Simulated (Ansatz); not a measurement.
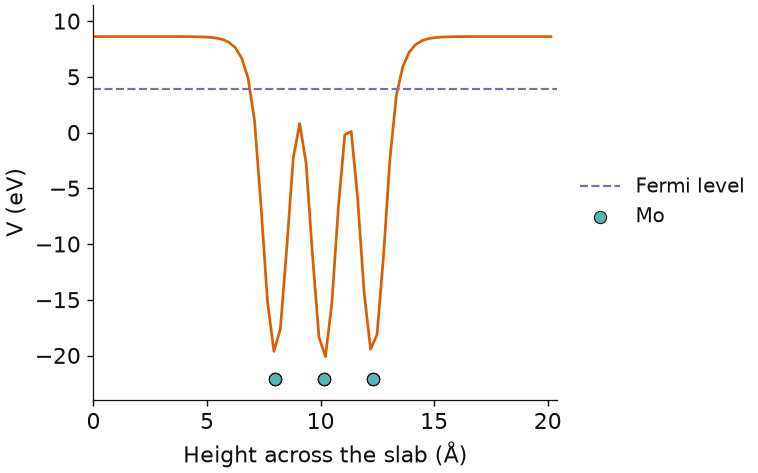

Plane-averaged electrostatic potential energy of an electron across the slab; circles at the bottom mark the heights of the atoms (positions after relaxation).

The material is a (110) slab cut from Mo (Im-3m), 12 atoms in the cell.

Ansatz; DFT PBE+D3(BJ), scalar-relativistic, plane waves, PAW, no spin polarisation, 4×4×1 k mesh, 420 eV cutoff, Gaussian smearing of 0.1 eV.

Q: Read off the work function of each face.

A: The work function is 4.70 eV, the same on both faces. The two vacuum levels agree, so the slab has no net dipole along its normal.

Q: How thick are slab and vacuum?

A: The outermost atoms are 4.3 Å apart, which leaves 16.1 Å of vacuum in a cell 20.4 Å high.
